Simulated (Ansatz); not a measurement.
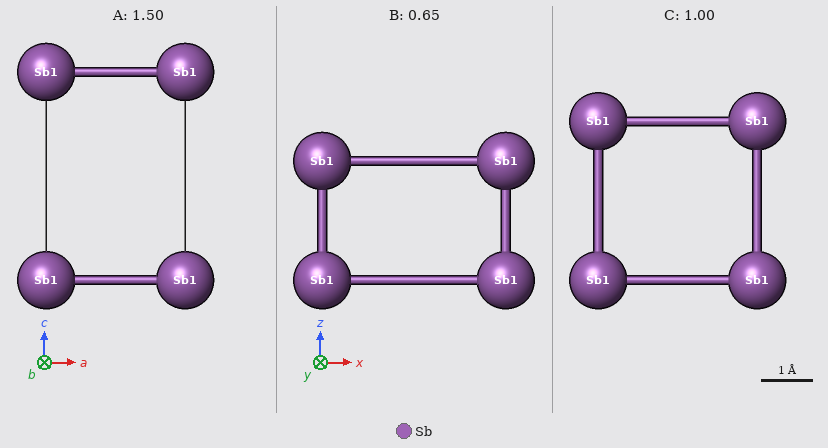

Energy scan for solid Sb (Pm-3m), in which the ratio of the cell's length along z to its lengths across, counted as 1 for the reference, is changed at fixed volume (a tetragonal or Bain path), with the atoms kept at their fractional coordinates. x, y and z are the Cartesian axes of the input. The picture is a ball-and-stick view of the cell of the calculation, seen along the b axis.

Level of theory: DFT r2SCAN, scalar-relativistic, plane waves, PAW (Ansatz 0.2.0). Settings: plane-wave cutoff 500 eV; k-point mesh 16 × 16 × 16; occupations gaussian; smearing width 0.15 eV; no spin polarisation. Energies (free energies at the smearing named) are counted from the cell as listed in its source, which wasn't relaxed.

**Order these geometries by energy, lowest first.**

Lowest first: C (the relative ratio 1.00, 0 meV/atom), A (the relative ratio 1.50, 597 meV/atom), B (the relative ratio 0.65, 1737 meV/atom). Over the whole scan: of the computed points the lowest is at the relative ratio 1.00, 0 meV/atom. At the ends of the scan the energy is 1737 meV/atom (0.65) and 597 meV/atom (1.50). The unrelaxed reference is under a pressure of −3.8 GPa. The distortion takes the space group from Pm-3m to P4/mmm. At the relative ratio 1.50 the cell of the drawing goes a 3.160 → 2.761 Å, b 3.160 → 2.761 Å, c 3.160 → 4.141 Å.
